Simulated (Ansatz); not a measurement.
Consider HC₁₈F (slab).

```
C F H
1.0
     7.39800    0.00000    0.00000
    -3.69900    6.40686    0.00000
     0.00000    0.00000   12.00000
C F H
18 1 1
Direct
  0.00918 0.00299 0.07780
  0.23119 0.11403 0.07781
  0.00792 0.33735 0.07813
  0.23285 0.44989 0.07780
  0.01026 0.67227 0.07783
  0.23020 0.78210 0.07776
  0.34115 0.00404 0.07777
  0.56572 0.11635 0.07764
  0.34360 0.33869 0.07778
  0.56351 0.44878 0.07777
  0.34256 0.66982 0.07773
  0.56453 0.78068 0.07772
  0.67675 0.00525 0.07764
  0.89667 0.11498 0.07777
  0.67557 0.33636 0.07773
  0.89767 0.44758 0.07793
  0.67449 0.67071 0.07780
  0.89906 0.78304 0.07781
  0.95619 0.33862 0.33812
  0.96369 0.34385 0.25996
```

PAW files of the earlier set (soft_1).

The calculation used DFT PBE-D3(BJ), scalar-relativistic, plane waves, PAW (Ansatz).

Question: What can the converged valence pseudo-density and electron localisation function tell about the bonding?

Answer: F–H (0.94 Å): ρ at the midpoint is about 4.5 e/Å³; the ELF climbs to about 0.95 towards the hydrogen, as it does in any bond to H (a covalent bond by its length).

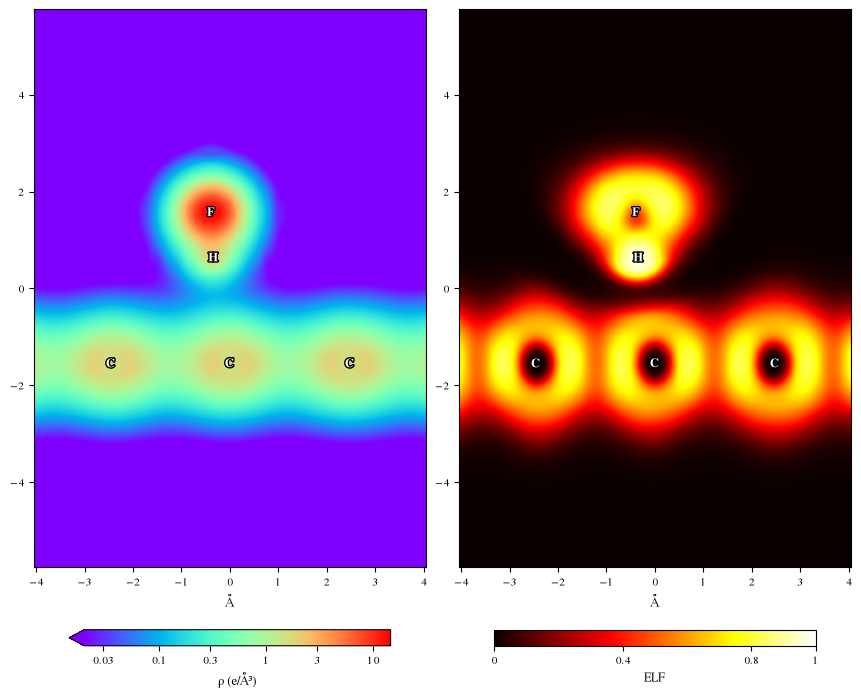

Computed valence pseudo-density and electron localisation function on the (010) plane of the calculation cell, a cut from vacuum to vacuum, in this order. Atoms just off the plane (C, 0.7 Å away) can leave unmarked features too.
